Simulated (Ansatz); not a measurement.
**A Fermi-surface study of AlCu (Pm-3m)**

Input

```yaml
crystal:
  lattice:
    - [2.997509, 0.0, 0.0]
    - [0.0, 2.997509, 0.0]
    - [0.0, 0.0, 2.997509]
  atoms:
    - { symbol: Al, position: [0.0, 0.0, 0.0] }
    - { symbol: Cu, position: [0.5, 0.5, 0.5] }
basis:
  ecutwfc: 500
kpoints:
  mp_grid: { grid: [14, 14, 14] }
hamiltonian:
  xc: r2scan
scf:
  occupations: { method: gaussian, width: 0.05 }
output:
  forces: true
  eigenvalues: true
  eigenstates:
    nscf_kmesh: { grid: [34, 34, 34] }
    top_band: c6
    de_dk: true
    localisation: true
  stress: true
checkpoint:
  write: ck
  compress: false
  write_wavefunctions: false
  write_every: 100000
```

Command:

```sh
ansatz run input.yaml --threads 1 --pin off --max-ram 3072MiB --backend cpu --events-out ev --progress --plain --runs-dir out
```

These are results of DFT r2SCAN, scalar-relativistic, plane waves, PAW; levels and slopes on a dense k mesh at the converged density in Ansatz 0.2.0, not measurements. No spin polarisation. k mesh for the levels: 34×34×34. The geometry was not relaxed (residual pressure −5 GPa). The cell comes from a database of computed structures, not from a measurement.

### 1. The sheets

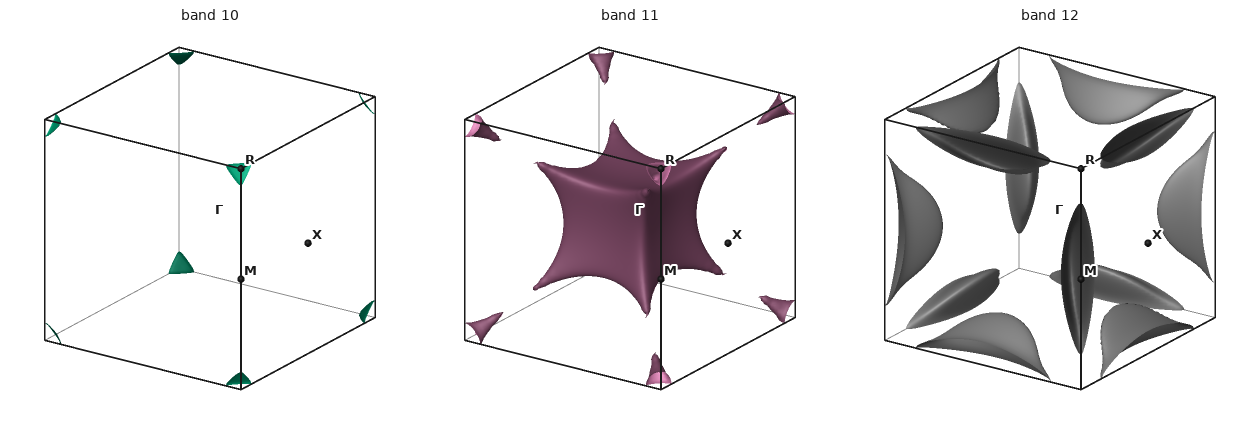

Computed Fermi surface of this crystal. Each panel holds one band. The brighter face of a sheet looks towards empty states.

> Summarise the topology of this Fermi surface.

Three bands cross the Fermi level; this is a three-dimensional metal. One further band (13) crosses it only in tiny pockets, up to 21 meV deep, and is left out of the picture of the sheets.

Band 10: one hole pocket centred at R (0.11 % of the zone).
Band 11: one hole pocket centred at Γ (7.8 % of the zone) and one hole pocket centred at R (0.38 % of the zone).
Band 12: three electron pockets centred at M (each 2.8 % of the zone).
A pocket cut by a face of the zone is counted once with the part on the opposite face.

> How large are the density of states and the plasma frequency?

The density of states at the Fermi level is 0.61 states/eV per primitive cell. The intraband plasma frequency is 7.3 eV in all directions.

### 2. Cuts and bands

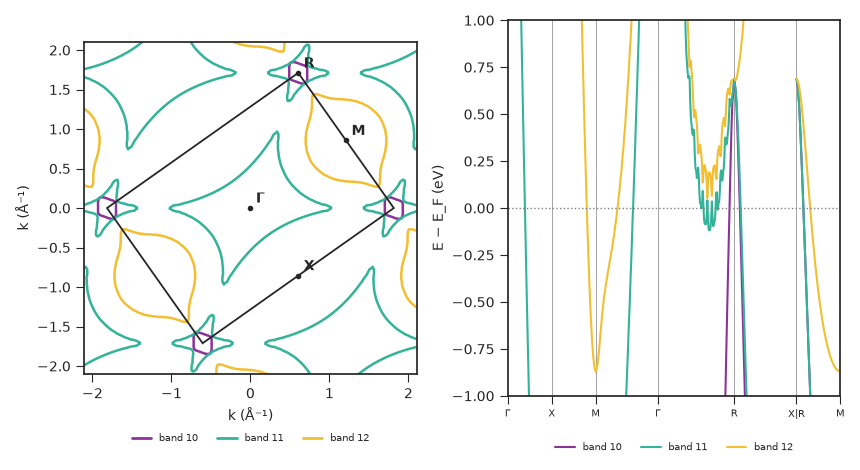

This crystal: cut through the Fermi surface in the plane through Γ, R and M, and the bands that cross the Fermi level.

> Give each band's level at the labelled points, in eV from the Fermi level.

```tsv
band	Γ	R	M	X
band 10	below	+0.69	below	below
band 11	above	+0.69	below	below
band 12	above	+0.69	−0.87	above
```

Negative values are filled states; "above" and "below" lie outside the plotted window.

### 3. Weight on the atoms

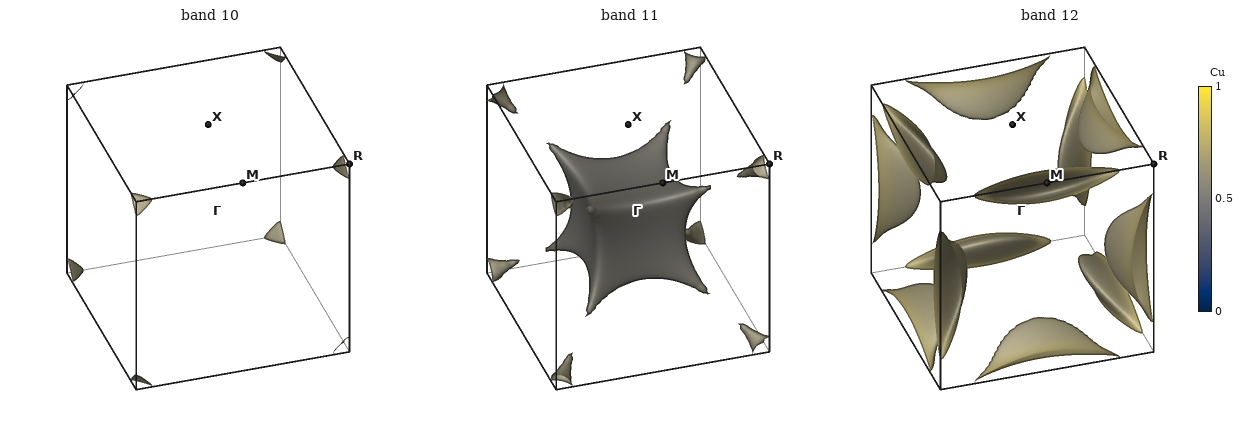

Fermi surface of this crystal, coloured by the weight of the states on Cu (Voronoi cells).

> How much Cu character do the sheets have, and what else?

Band 10: Cu (62 %) and Al (38 %). Band 11: Cu (54 %) and Al (46 %). Band 12: Cu (64 %) and Al (36 %).

### 4. Speeds

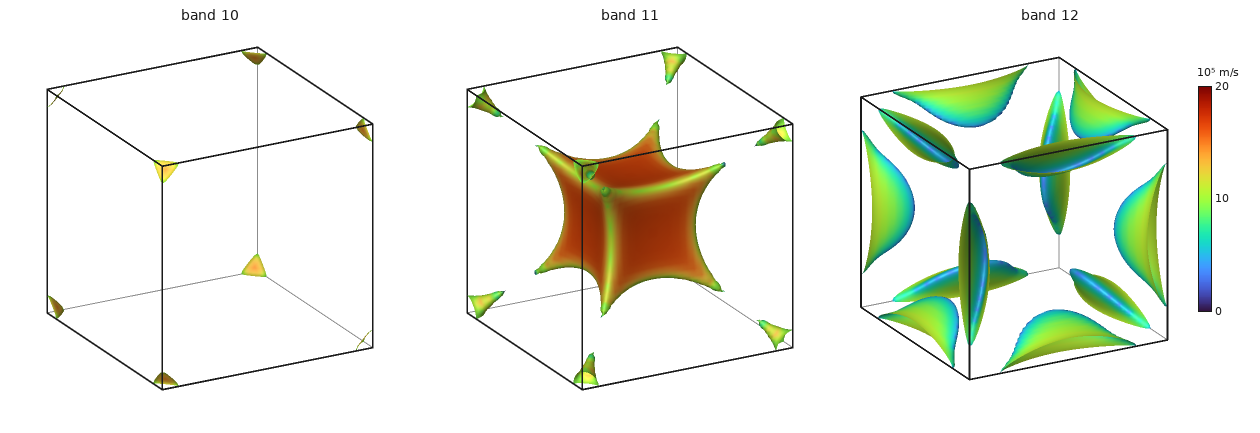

Fermi surface of this crystal, coloured by the Fermi speed.

> Give the range and mean of the Fermi speed for each band.

Band 10: 8.8 to 12 × 10⁵ m/s over most of the sheet. Band 11: 8.8 to 17 × 10⁵ m/s over most of the sheet, 13 × 10⁵ m/s on average over states. Band 12: 4.8 to 11 × 10⁵ m/s over most of the sheet, 7.7 × 10⁵ m/s on average over states.

> Which of these bands adds most to the density of states at the Fermi level?

Band 12, with 0.41 of 0.61 states/eV per cell.

### 5. Nesting

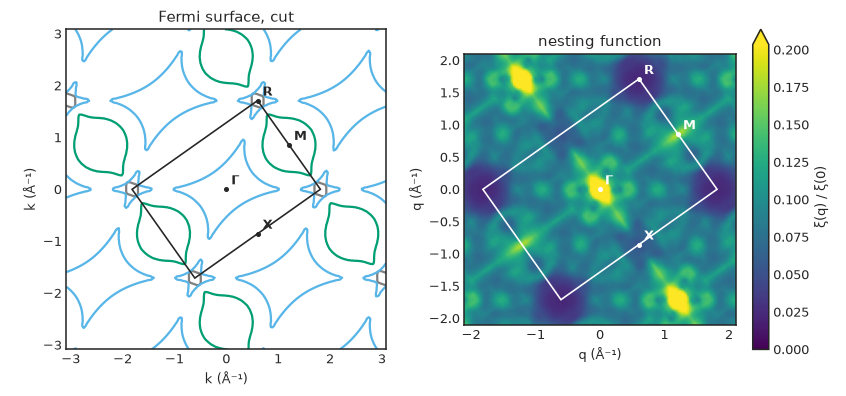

This crystal: a cut of the Fermi surface and the nesting function ξ(q) = Σ δ(ε_k) δ(ε_k+q) over all sheets (each δ a Gaussian as wide as the level changes between mesh points, at least 0.03 eV; heights depend on it), both in the plane through Γ, R and M.

> Where is the strongest nesting away from q = 0?

The highest maximum lies at M, at q = (0.00, −0.50, −0.50) in units of the primitive reciprocal vectors. It reaches 0.18 of the value at q = 0, against a mean of 0.09. A peak of ξ alone doesn't prove an instability there.

A band edge lies within 0.03 eV of the Fermi level, so pockets and density of states there aren't settled. Necks and pockets thinner than about two mesh steps aren't resolved, so separate pockets may in truth be joined.

Time for the whole run: 79 s on 1 thread of Arm Neoverse N1, on a shared host, peak memory 0.59 GiB.
